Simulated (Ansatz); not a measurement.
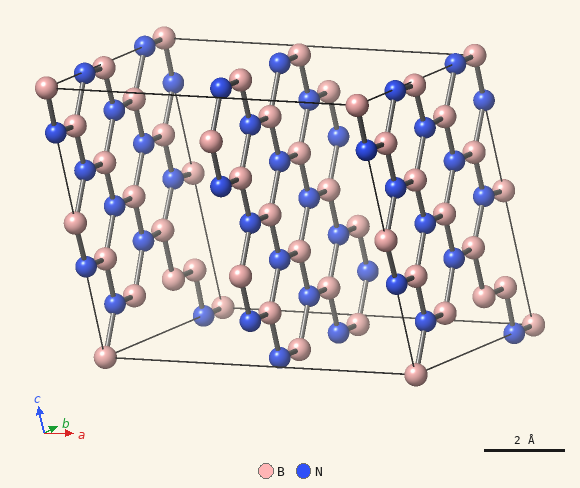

A defect cell of composition B$_{25}$N$_{23}$ (cell charge −1) (coarse preliminary run), before the relaxation. The picture is a ball-and-stick view of the cell of the calculation, seen slightly off an axis.

Case: B on a N site (c), charge -1, atoms relaxed at the host's cell.

Level of theory: Ansatz 0.2.0, DFT PBE, scalar-relativistic, plane waves, PAW.

Set-up: plane-wave cutoff 420 eV; k-point mesh 1 × 1 × 1; occupations gaussian; smearing width 0.01 eV; collinear spin; atoms relaxed in a fixed cell; force threshold 0.025 eV/Å; at most 45 steps.

```
CELL_PARAMETERS angstrom
0.00000 0.00000 8.36126
0.00000 -8.70230 0.00000
7.53642 4.35115 0.00000
ATOMIC_POSITIONS crystal
B 0.00000 0.66667 0.34820
B 0.00000 0.33477 0.16667
B 0.00000 0.49931 0.50413
B 0.00000 0.17148 0.33402
B 0.00000 0.84820 0.16667
B 0.00000 0.66667 0.83477
B 0.00000 0.32921 0.66185
B 0.00000 0.99856 0.49856
B 0.00000 0.48514 0.98514
B 0.00000 0.16185 0.82921
B 0.00000 0.83402 0.67148
B 0.00000 0.00413 0.99931
B 0.50000 0.66667 0.16667
B 0.50000 0.33335 0.99999
B 0.50000 0.50002 0.33334
B 0.50000 0.16667 0.16667
B 0.50000 0.83334 0.00002
B 0.50000 0.66667 0.66667
B 0.50000 0.33333 0.50000
B 0.50000 0.99999 0.33331
B 0.50000 0.49999 0.83335
B 0.50000 0.16666 0.66666
B 0.50000 0.83331 0.49999
B 0.50000 0.00000 0.83333
B 0.00000 0.66667 0.16667
N 0.00000 0.32550 0.99376
N 0.00000 0.49841 0.33957
N 0.00000 0.16985 0.16667
N 0.00000 0.83957 0.99841
N 0.00000 0.66667 0.66985
N 0.00000 0.33333 0.50000
N 0.00000 0.00783 0.33492
N 0.00000 0.49376 0.82550
N 0.00000 0.16349 0.66349
N 0.00000 0.83492 0.50783
N 0.00000 0.00000 0.83333
N 0.50000 0.83332 0.33332
N 0.50000 0.50001 0.16667
N 0.50000 0.66667 0.50001
N 0.50000 0.33334 0.33334
N 0.50000 0.00001 0.16667
N 0.50000 0.83334 0.83334
N 0.50000 0.50000 0.66667
N 0.50000 0.16666 0.49999
N 0.50000 0.66667 0.00001
N 0.50000 0.33333 0.83333
N 0.50000 0.99999 0.66666
N 0.50000 0.16667 0.00000
```

Q: Predict the outcome.

A: The largest moves, 0.031 Å, are those of B1, B5 and B9. B1 goes along −c. By element the largest moves are B 0.031 Å, N 0.012 Å. The cell stays as it was. Among the contacts that change: B1–B25 1.580 → 1.548 Å, B1–N27 1.428 → 1.449 Å, B2–N28 1.435 → 1.447 Å, B2–N26 1.466 → 1.457 Å. After 3 geometry steps the energy has fallen by 0.110 eV per cell of the calculation. Largest force component: 1.7 eV/Å at the start, 0.012 eV/Å at the end.

Limits of the set-up: the periodic images lie only 8.4 Å apart, so the values are limited by the cell's size; the cell is charged, on a uniform background, and energies carry no finite-size correction.
